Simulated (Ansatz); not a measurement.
Zn₁₅Se₁₇ (charge +1): geometry relaxation (part 3 of 3)

Continued. System: Zn₁₅Se₁₇ (defect cell, 32 atoms in the cell, total charge +1). Method: DFT PBE, scalar-relativistic, plane waves, PAW, spin-polarised (Ansatz 0.2.0); cutoff 420 eV, 2×2×2 k-mesh, Gaussian smearing of 0.01 eV, collinear spins. The structure derives from a Materials Project entry. It belongs to a series of runs on one base structure; here: Se on a Zn site (a), charge +1, atoms relaxed at the host's cell.

**File populations.tsv, continued**
```
12	Zn	2_3D	-	4.990942	4.988758
13	Zn	0_4S	-	0.393119	0.392588
13	Zn	2_3D	-	4.989956	4.989589
14	Zn	0_4S	-	0.393135	0.392601
14	Zn	2_3D	-	4.989971	4.989598
15	Zn	0_4S	-	0.392894	0.392949
15	Zn	2_3D	-	4.990537	4.989796
16	Se	0_4S	-	0.960619	0.950832
16	Se	1_4P	-	2.636173	2.263630
16	Se	2_3D	-	4.999954	4.999959
17	Se	0_4S	-	0.945020	0.944998
17	Se	1_4P	-	2.557969	2.554938
17	Se	2_3D	-	4.999951	4.999951
18	Se	0_4S	-	0.944823	0.944686
18	Se	1_4P	-	2.561280	2.556717
18	Se	2_3D	-	4.999951	4.999951
19	Se	0_4S	-	0.945137	0.944718
19	Se	1_4P	-	2.564297	2.547930
19	Se	2_3D	-	4.999951	4.999952
20	Se	0_4S	-	0.945043	0.945025
20	Se	1_4P	-	2.557874	2.554967
20	Se	2_3D	-	4.999951	4.999951
21	Se	0_4S	-	0.945138	0.944724
21	Se	1_4P	-	2.564251	2.548063
21	Se	2_3D	-	4.999951	4.999952
22	Se	0_4S	-	0.945033	0.945013
22	Se	1_4P	-	2.557855	2.554920
22	Se	2_3D	-	4.999951	4.999951
23	Se	0_4S	-	0.944833	0.944691
23	Se	1_4P	-	2.561351	2.556648
23	Se	2_3D	-	4.999951	4.999951
24	Se	0_4S	-	0.945025	0.945003
24	Se	1_4P	-	2.557972	2.554951
24	Se	2_3D	-	4.999951	4.999951
25	Se	0_4S	-	0.951640	0.950658
25	Se	1_4P	-	2.395078	2.371844
25	Se	2_3D	-	4.999940	4.999938
26	Se	0_4S	-	0.944817	0.944681
26	Se	1_4P	-	2.561274	2.556729
26	Se	2_3D	-	4.999951	4.999951
27	Se	0_4S	-	0.951613	0.950648
27	Se	1_4P	-	2.392910	2.369736
27	Se	2_3D	-	4.999940	4.999938
28	Se	0_4S	-	0.945137	0.944723
28	Se	1_4P	-	2.564252	2.548076
28	Se	2_3D	-	4.999951	4.999952
29	Se	0_4S	-	0.945044	0.945025
29	Se	1_4P	-	2.557904	2.554981
29	Se	2_3D	-	4.999951	4.999951
30	Se	0_4S	-	0.945035	0.945015
30	Se	1_4P	-	2.557885	2.554933
30	Se	2_3D	-	4.999951	4.999951
31	Se	0_4S	-	0.951663	0.950682
31	Se	1_4P	-	2.395379	2.372232
31	Se	2_3D	-	4.999940	4.999938
```

**Trajectory as extended XYZ (Å, eV, eV/Å), 5 frames, from step=1 to step=5**
```
32
Lattice="5.7318 5.7318 -5.7318 -5.7318 5.7318 5.7318 5.7318 -5.7318 5.7318" Properties=species:S:1:pos:R:3:forces:R:3 step=1 energy=-142786.27934
Se    0.4925    5.2319   -0.4641   -0.3942   0.3452   0.1748
Zn   -0.0778    2.8507    2.9498   -0.1269  -0.0953   0.0864
Zn   -0.0004   -0.0065    5.7309    0.0614   0.0309   0.0392
Zn    2.8671    2.8610    5.8596   -0.0970   0.1009  -0.3052
Zn    5.6544    2.9436    2.8570   -0.0933   0.0718  -0.0717
Zn   -2.8644    5.8535    2.8671   -0.1112  -0.3123   0.1157
Zn   -2.8547    2.9437    5.8117    0.0899   0.0872   0.1141
Zn    5.7353   -0.0072    0.0031   -0.0329   0.0342  -0.0836
Zn    2.8772    5.8056    2.9495    0.0818   0.1029   0.0769
Zn    5.7329   -2.9104    2.8282    0.0115  -0.1025  -0.0889
Zn    0.0030   -0.0034   -0.0008   -0.0297  -0.0663   0.0390
Zn    2.9065    2.8215    0.0011    0.1225  -0.1274  -0.0450
Zn    5.6064    2.8608   -2.8646    0.3527   0.1492   0.1490
Zn    2.7847    0.0738    2.8570   -0.0394   0.0395  -0.0432
Zn    2.7842   -2.8810    5.8120   -0.1026  -0.1140   0.1384
Zn    2.9064    5.7266   -2.9034    0.0539   0.0509  -0.0474
Se    4.2908    1.4479    7.1889    0.1518  -0.2617  -0.2836
Se   -1.4744    4.3442    4.3150    0.0220   0.0218  -0.0428
Se   -1.4549    1.4116    7.1492   -0.0272   0.0191   0.0234
Se    1.3999    4.3280    7.1910    0.0744  -0.0777   0.1266
Se    4.2570    4.3087    4.3502   -0.0185  -0.0367   0.0019
Se    1.4000    1.4524   10.0662    0.0921   0.1019  -0.0859
Se    1.3838   -1.4229    1.4771   -0.0151  -0.0269   0.0002
Se    4.3169    1.4113    1.4573   -0.0340   0.0312   0.0446
Se    7.1157    1.4706   -1.4169   -0.0366  -0.0313  -0.0409
Se    4.1194   -1.5960    4.1803    0.1815   0.2579   0.0206
Se   -1.4154    1.4510    1.4176   -0.0401   0.0162   0.0531
Se    1.5547    4.1649    1.5897   -0.0372   0.0957  -0.0059
Se    4.2757    4.3280   -1.3973   -0.1143  -0.0790  -0.0755
Se    1.4194    1.4709    4.3502    0.0540   0.0052   0.0130
Se    1.4192   -1.3873    7.2087    0.0403   0.0162  -0.0041
Se    1.5541    7.3436   -1.5417   -0.0398  -0.2467   0.0067
32
Lattice="5.7318 5.7318 -5.7318 -5.7318 5.7318 5.7318 5.7318 -5.7318 5.7318" Properties=species:S:1:pos:R:3:forces:R:3 step=2 energy=-142786.44135
Se    0.3726    5.3493   -0.3637   -0.2600   0.2578   0.2119
Zn   -0.0871    2.8391    2.9565   -0.0274  -0.0388   0.0233
Zn   -0.0013   -0.0123    5.7260    0.0183   0.0001   0.0028
Zn    2.8732    2.8553    5.8296   -0.0833   0.0861  -0.1989
Zn    5.6501    2.9469    2.8504   -0.0312   0.0340  -0.0382
Zn   -2.8576    5.8214    2.8604   -0.0874  -0.2104   0.0859
Zn   -2.8464    2.9472    5.8169    0.0481   0.0440   0.0478
Zn    5.7398   -0.0129    0.0055   -0.0018   0.0008  -0.0126
Zn    2.8881    5.8162    2.9564    0.0287   0.0244   0.0166
Zn    5.7300   -2.9155    2.8257    0.0013  -0.0339  -0.0272
Zn    0.0073   -0.0021   -0.0054   -0.0025  -0.0162   0.0033
Zn    2.9128    2.8142    0.0035    0.0236  -0.0256   0.0000
Zn    5.6365    2.8533   -2.8723    0.2244   0.1045   0.1023
Zn    2.7806    0.0789    2.8490   -0.0209   0.0131  -0.0273
Zn    2.7816   -2.8891    5.8163   -0.0544  -0.0661   0.0563
Zn    2.9113    5.7280   -2.9065    0.0028   0.0213  -0.0020
Se    4.3149    1.4159    7.1558    0.0016  -0.0375  -0.0561
Se   -1.4668    4.3408    4.3167   -0.0081   0.0080  -0.0163
Se   -1.4529    1.4105    7.1472   -0.0060   0.0157   0.0193
Se    1.4146    4.3122    7.1961    0.0476  -0.0472   0.0410
Se    4.2619    4.3101    4.3455   -0.0017  -0.0187   0.0124
Se    1.4171    1.4527   10.0502    0.0419   0.0455  -0.0422
Se    1.3876   -1.4211    1.4706   -0.0095  -0.0225   0.0068
Se    4.3185    1.4098    1.4594   -0.0157   0.0145   0.0032
Se    7.1166    1.4625   -1.4147   -0.0034   0.0093  -0.0180
Se    4.1306   -1.5640    4.1921    0.0802   0.0244  -0.0730
Se   -1.4165    1.4481    1.4186   -0.0096   0.0071   0.0093
Se    1.5415    4.1833    1.5920    0.0648  -0.0492  -0.0227
Se    4.2736    4.3111   -1.4123   -0.0428  -0.0464  -0.0458
Se    1.4198    1.4646    4.3469    0.0140   0.0038   0.0089
Se    1.4186   -1.3923    7.2018    0.0174   0.0094   0.0077
Se    1.5451    7.3295   -1.5345    0.0510  -0.1113  -0.0788
32
Lattice="5.7318 5.7318 -5.7318 -5.7318 5.7318 5.7318 5.7318 -5.7318 5.7318" Properties=species:S:1:pos:R:3:forces:R:3 step=3 energy=-142786.47934
Se    0.2608    5.4613   -0.2569    0.2286  -0.2149  -0.2171
Zn   -0.0879    2.8309    2.9560    0.0240   0.0097  -0.0119
Zn   -0.0019   -0.0177    5.7215   -0.0222  -0.0192  -0.0212
Zn    2.8623    2.8663    5.7945   -0.0205   0.0199  -0.0501
Zn    5.6493    2.9468    2.8432    0.0099  -0.0046   0.0022
Zn   -2.8683    5.7859    2.8706   -0.0175  -0.0514   0.0189
Zn   -2.8390    2.9474    5.8186    0.0021  -0.0004  -0.0095
Zn    5.7449   -0.0180    0.0065    0.0171  -0.0191   0.0313
Zn    2.8955    5.8168    2.9558   -0.0124  -0.0254  -0.0156
Zn    5.7335   -2.9234    2.8186    0.0445   0.0079   0.0069
Zn    0.0125   -0.0019   -0.0099    0.0172   0.0232  -0.0207
Zn    2.9195    2.8070    0.0007   -0.0135   0.0153  -0.0377
Zn    5.6721    2.8642   -2.8615    0.0514   0.0209   0.0235
Zn    2.7803    0.0791    2.8417    0.0065  -0.0105   0.0048
Zn    2.7807   -2.8980    5.8181   -0.0040  -0.0057  -0.0052
Zn    2.9171    5.7254   -2.9125   -0.0122  -0.0440   0.0119
Se    4.3011    1.4265    7.1639   -0.2017   0.1997   0.1997
Se   -1.4615    4.3346    4.3180    0.0055  -0.0046  -0.0104
Se   -1.4506    1.4086    7.1459   -0.0012   0.0162   0.0160
Se    1.4244    4.3023    7.1980   -0.0121   0.0123  -0.0345
Se    4.2678    4.3111    4.3400    0.0199  -0.0106   0.0038
Se    1.4263    1.4545   10.0412   -0.0169  -0.0281   0.0153
Se    1.3935   -1.4207    1.4655    0.0017  -0.0153  -0.0136
Se    4.3199    1.4079    1.4571   -0.0104   0.0104  -0.0053
Se    7.1230    1.4571   -1.4137    0.0081  -0.0035  -0.0112
Se    4.1473   -1.5577    4.1860    0.0062   0.0705   0.0582
Se   -1.4143    1.4454    1.4163   -0.0101   0.0036   0.0070
Se    1.5492    4.1772    1.5847   -0.0644   0.0643   0.0013
Se    4.2715    4.3014   -1.4218    0.0313   0.0125   0.0122
Se    1.4182    1.4587    4.3411    0.0044  -0.0164   0.0009
Se    1.4172   -1.3985    7.1968    0.0116  -0.0022  -0.0119
Se    1.5510    7.3110   -1.5443   -0.0708  -0.0104   0.0620
32
Lattice="5.7318 5.7318 -5.7318 -5.7318 5.7318 5.7318 5.7318 -5.7318 5.7318" Properties=species:S:1:pos:R:3:forces:R:3 step=4 energy=-142786.50186
Se    0.2895    5.4361   -0.2820    0.0072  -0.0003  -0.0201
Zn   -0.0874    2.8275    2.9541    0.0132  -0.0023  -0.0175
Zn   -0.0026   -0.0186    5.7214   -0.0233  -0.0009  -0.0020
Zn    2.8541    2.8735    5.7835    0.0032  -0.0032  -0.0398
Zn    5.6491    2.9447    2.8390    0.0021  -0.0117  -0.0067
Zn   -2.8763    5.7750    2.8786    0.0051  -0.0406  -0.0040
Zn   -2.8345    2.9456    5.8186    0.0098  -0.0093  -0.0020
Zn    5.7452   -0.0187    0.0068    0.0001  -0.0011   0.0288
Zn    2.8991    5.8158    2.9542    0.0002  -0.0132  -0.0197
Zn    5.7369   -2.9178    2.8238    0.0066   0.0071   0.0073
Zn    0.0130   -0.0019   -0.0102   -0.0001   0.0239  -0.0019
Zn    2.9142    2.8122   -0.0026   -0.0114   0.0119  -0.0029
Zn    5.6826    2.8714   -2.8536    0.0404  -0.0042  -0.0026
Zn    2.7816    0.0796    2.8376    0.0133  -0.0038  -0.0047
Zn    2.7822   -2.9018    5.8182    0.0079  -0.0122  -0.0026
Zn    2.9126    5.7216   -2.9080   -0.0095  -0.0092   0.0090
Se    4.2741    1.4519    7.1898   -0.0560   0.0601   0.0605
Se   -1.4570    4.3301    4.3181   -0.0124   0.0085  -0.0103
Se   -1.4454    1.4118    7.1498   -0.0041   0.0011   0.0004
Se    1.4225    4.3041    7.1954   -0.0168   0.0179  -0.0108
Se    4.2728    4.3110    4.3361   -0.0023  -0.0125   0.0126
Se    1.4240    1.4523   10.0434   -0.0222  -0.0037   0.0208
Se    1.3978   -1.4209    1.4610   -0.0102  -0.0154   0.0059
Se    4.3166    1.4109    1.4513    0.0014  -0.0006  -0.0008
Se    7.1275    1.4523   -1.4134   -0.0039   0.0150  -0.0111
Se    4.1426   -1.5503    4.1907    0.0423   0.0040   0.0071
Se   -1.4173    1.4403    1.4194    0.0050   0.0071  -0.0083
Se    1.5434    4.1838    1.5894    0.0018  -0.0040  -0.0279
Se    4.2737    4.3031   -1.4198    0.0072   0.0187   0.0177
Se    1.4170    1.4536    4.3371    0.0070   0.0067   0.0086
Se    1.4168   -1.4030    7.1924    0.0112   0.0094   0.0078
Se    1.5469    7.3159   -1.5405   -0.0129  -0.0431   0.0092
32
Lattice="5.7318 5.7318 -5.7318 -5.7318 5.7318 5.7318 5.7318 -5.7318 5.7318" Properties=species:S:1:pos:R:3:forces:R:3 step=5 energy=-142786.50580
Se    0.2848    5.4415   -0.2773   -0.0154   0.0210   0.0000
Zn   -0.0845    2.8253    2.9500    0.0126   0.0010  -0.0106
Zn   -0.0030   -0.0168    5.7233   -0.0131   0.0049   0.0040
Zn    2.8488    2.8783    5.7734    0.0099  -0.0108  -0.0094
Zn    5.6506    2.9408    2.8358    0.0068  -0.0076  -0.0027
Zn   -2.8821    5.7654    2.8845    0.0104  -0.0089  -0.0102
Zn   -2.8310    2.9421    5.8167    0.0037  -0.0069  -0.0070
Zn    5.7435   -0.0167    0.0069   -0.0046   0.0047   0.0159
Zn    2.9016    5.8118    2.9501   -0.0011  -0.0131  -0.0113
Zn    5.7402   -2.9160    2.8249    0.0037   0.0070   0.0061
Zn    0.0116   -0.0021   -0.0085   -0.0045   0.0131   0.0039
Zn    2.9125    2.8144   -0.0061   -0.0094   0.0098  -0.0019
Zn    5.6929    2.8770   -2.8473    0.0084  -0.0112  -0.0105
Zn    2.7854    0.0772    2.8350    0.0073  -0.0069  -0.0020
Zn    2.7851   -2.9052    5.8167    0.0062  -0.0038  -0.0077
Zn    2.9112    5.7186   -2.9071   -0.0063  -0.0060   0.0054
Se    4.2543    1.4719    7.2104   -0.0148   0.0182   0.0188
Se   -1.4546    4.3274    4.3161   -0.0091   0.0043  -0.0010
Se   -1.4434    1.4131    7.1519    0.0024  -0.0006  -0.0020
Se    1.4195    4.3074    7.1920   -0.0074   0.0073  -0.0005
Se    4.2759    4.3084    4.3337   -0.0041  -0.0013   0.0073
Se    1.4200    1.4505   10.0471   -0.0081   0.0012   0.0076
Se    1.4008   -1.4234    1.4584   -0.0064  -0.0023   0.0056
Se    4.3145    1.4125    1.4482    0.0033  -0.0020  -0.0034
Se    7.1313    1.4497   -1.4155   -0.0040   0.0107  -0.0007
Se    4.1472   -1.5482    4.1925    0.0239  -0.0050   0.0002
Se   -1.4180    1.4385    1.4202    0.0022  -0.0009  -0.0038
Se    1.5422    4.1849    1.5857    0.0094  -0.0107  -0.0125
Se    4.2762    4.3069   -1.4166   -0.0004   0.0068   0.0073
Se    1.4183    1.4508    4.3340    0.0005   0.0058   0.0066
Se    1.4184   -1.4057    7.1902    0.0020   0.0056   0.0059
Se    1.5452    7.3114   -1.5394   -0.0041  -0.0236   0.0025
```

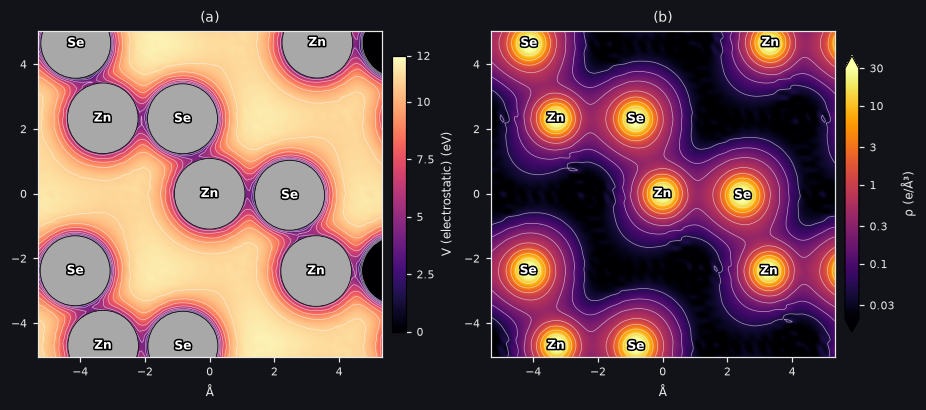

**Figure 1.** (a) electrostatic potential energy of an electron; (b) valence pseudo-density on the (010) plane of the calculation cell. Grey discs, where drawn, cover atomic cores. The section cuts through Zn and Se sites. Zn–Se (2.46 Å): the density is about 0.45 e/Å³ at the midpoint. Zn–Se (2.48 Å): the density is about 0.45 e/Å³ at the midpoint, with its minimum of 0.38 e/Å³ about 1.1 Å from Zn. The density dies away to nearly zero in the voids. Outside the cores the potential energy rises away from the atoms and is highest about 2.3 Å from the nearest atoms; outside the discs it spans about 11 eV, and its zero is arbitrary. In a PAW calculation such maps are meaningful between the atoms, not at the nuclei.

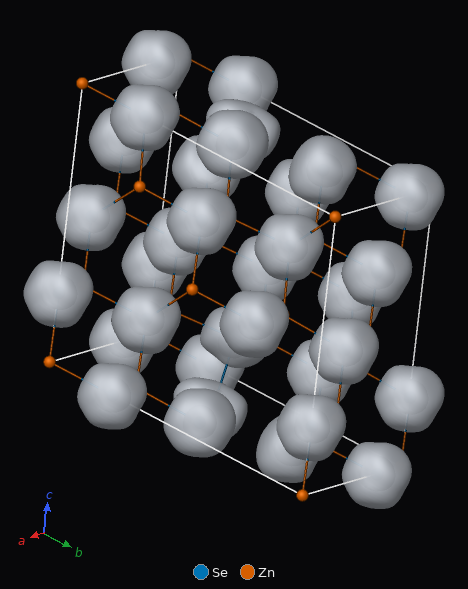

**Figure 2.** Isosurface of the electron localisation function at 0.7 (grey), seen slightly off an axis. Core shells and regions of very low density are left out. Sticks mark near contacts. The outline is the calculation cell. Along the contacts the grid gives the following. Zn–Se (2.45 Å): the ELF is about 0.60 at the midpoint.

This output came from the following input.

**Input file**
```yaml
crystal:
  lattice:
    - [5.7317611761, 5.7317611761, -5.7317611761]
    - [-5.7317611761, 5.7317611761, 5.7317611761]
    - [5.7317611761, -5.7317611761, 5.7317611761]
  atoms:
    - { symbol: Se, position: [0.4993623191, 0.4159094721, 0.0024785437], spin: 0.2 }
    - { symbol: Zn, position: [0.2418891113, 0.5059961633, 0.2505346773] }
    - { symbol: Zn, position: [-0.0006040977, 0.4993582421, 0.4998961026] }
    - { symbol: Zn, position: [0.4996819234, 0.7607243429, 0.7612601352] }
    - { symbol: Zn, position: [0.7500342195, 0.5060090367, 0.7424831984] }
    - { symbol: Zn, position: [0.2607513167, 0.7607298439, 0.0002391966] }
    - { symbol: Zn, position: [0.0077592371, 0.7637579454, 0.2579420655] }
    - { symbol: Zn, position: [0.4996832743, -0.0003539359, 0.5005862848] }
    - { symbol: Zn, position: [0.7574285303, 0.7637302819, 0.5082817425] }
    - { symbol: Zn, position: [0.2462179877, -0.0071686292, 0.7468078871] }
    - { symbol: Zn, position: [-3.66615e-05, -0.0003628307, 0.0001895469] }
    - { symbol: Zn, position: [0.4996733573, 0.2462257657, 0.2536446111] }
    - { symbol: Zn, position: [0.7386210888, -0.000329756, 0.2391781705] }
    - { symbol: Zn, position: [0.2493570564, 0.2556607985, 0.492138933] }
    - { symbol: Zn, position: [-0.0084400775, 0.2556862547, 0.7498771497] }
    - { symbol: Zn, position: [0.7530921005, 0.2462771741, 0.0002613594] }
    - { symbol: Se, position: [0.500608672, 0.7534161865, 1.001415791], spin: 0.2 }
    - { symbol: Se, position: [0.2503468215, 0.7553742905, 0.2477980573] }
    - { symbol: Se, position: [-0.0037802427, 0.7467834478, 0.4967273993] }
    - { symbol: Se, position: [0.499662667, 1.0048362277, 0.7494104575] }
    - { symbol: Se, position: [0.7472220899, 0.7553459066, 0.750835984] }
    - { symbol: Se, position: [0.2488185452, 1.0048028613, 1.0002294697] }
    - { symbol: Se, position: [-0.0034093048, 0.00472299, 0.2495663811] }
    - { symbol: Se, position: [0.4996911709, 0.2502394604, 0.5036996436] }
    - { symbol: Se, position: [0.7490114144, 0.0046891521, 0.4971251634] }
    - { symbol: Se, position: [0.2201293239, 0.2254395761, 0.72400984], spin: 0.2 }
    - { symbol: Se, position: [0.0031123322, 0.2502392155, 0.0001936449] }
    - { symbol: Se, position: [0.4989413815, 0.5019959832, 0.2742936916], spin: 0.2 }
    - { symbol: Se, position: [0.7505303953, 0.2556614531, 0.2510952877] }
    - { symbol: Se, position: [0.2521342189, 0.5077976358, 0.5033044839] }
    - { symbol: Se, position: [0.0027812453, 0.5078149124, 0.7526420383] }
    - { symbol: Se, position: [0.7761704633, 0.5061180409, 0.0010786915], spin: 0.2 }
  host:
    lattice:
      - [0.0, 2.865880588, 2.865880588]
      - [2.865880588, 0.0, 2.865880588]
      - [2.865880588, 2.865880588, 0.0]
    atoms:
      - { symbol: Zn, position: [0.0, 0.0, 0.0] }
      - { symbol: Se, position: [0.75, 0.75, 0.75] }
total_charge: 1
basis:
  ecutwfc: 420
  xc_grid: 2
kpoints:
  mp_grid: { grid: [2, 2, 2], shift: [0.5, 0.5, 0.5] }
hamiltonian:
  xc: pbe
scf:
  occupations: { method: gaussian, width: 0.01 }
output:
  forces: true
  stress: false
  eigenvalues: true
  populations: true
  charged_corrections:
    defect_position: [0.5, 0.5, 0.0]
    epsilon: [[10.789, 0.0, 0.0], [0.0, 10.789, 0.0], [0.0, 0.0, 10.789]]
  write_density: true
  write_potential: true
  elf: true
  volumetric_format: npy
magnetization:
  spin_polarized: true
relax:
  adjacent_minimum: "off"
  f_tol: 0.025
  max_steps: 45
```

Command:
```bash
ansatz run input.yaml --threads 4 --pin off --max-ram 10240MiB --backend cpu --events-out ev --progress --plain --runs-dir out
```

**Results in brief**

```json
{"quantity": "outcome", "value": "converged"}
{"quantity": "electrons treated", "value": "451"}
{"quantity": "free energy", "value": "−142786.5058 eV"}
{"quantity": "Fermi energy", "value": "6.804 eV"}
{"quantity": "gap on the k-point mesh", "value": "0.38 eV"}
{"quantity": "net moment of the cell", "value": "1.00 μB"}
{"quantity": "integrated absolute moment", "value": "1.06 μB"}
{"quantity": "final volume", "value": "753.22 Å³"}
{"quantity": "largest force (length of the vector) at the end", "value": "0.030 eV/Å"}
{"quantity": "hardware", "value": "4 threads of Arm Neoverse V2, 24 GiB of memory available, shared host"}
{"quantity": "wall time", "value": "8 min (CPU time 31 min)"}
{"quantity": "peak memory", "value": "4.2 GiB"}
```

**Remarks**

The cell is charged and computed with a neutralising background, so its energy and pressure depend on the cell and aren't those of a real crystal.
